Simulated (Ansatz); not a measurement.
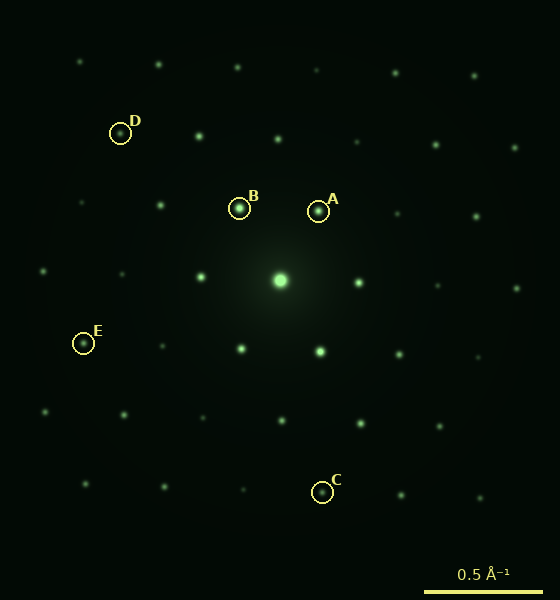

Kinematic zone-axis pattern, calculated for 200 keV electrons with B = 0.3 Å². The zone axis points towards the electron source and the pattern is seen from the source side.

The sample is Y, space group Fmmm (No. 69), a = 3.631 Å, b = 5.693 Å, c = 12.250 Å. Structure: coordinates from a relaxation with Ansatz 0.2.0, DFT PBEsol, scalar-relativistic, plane waves, PAW; the starting structure was generated, so it need not be a known form of this composition.

Spot A is indexed -1 -1 1 and spot B 0 -2 0.

### Index the other marked spots.

C = −A − 2B = 1 5 -1 (d = 1.082 Å). D = −A + 3B = 1 -5 -1 (d = 1.082 Å). E = −3A + 2B = 3 -1 -3 (d = 1.137 Å).

### Give [uvw].

The cross product of A and B is parallel to [101]; every spot obeys hu + kv + lw = 0.
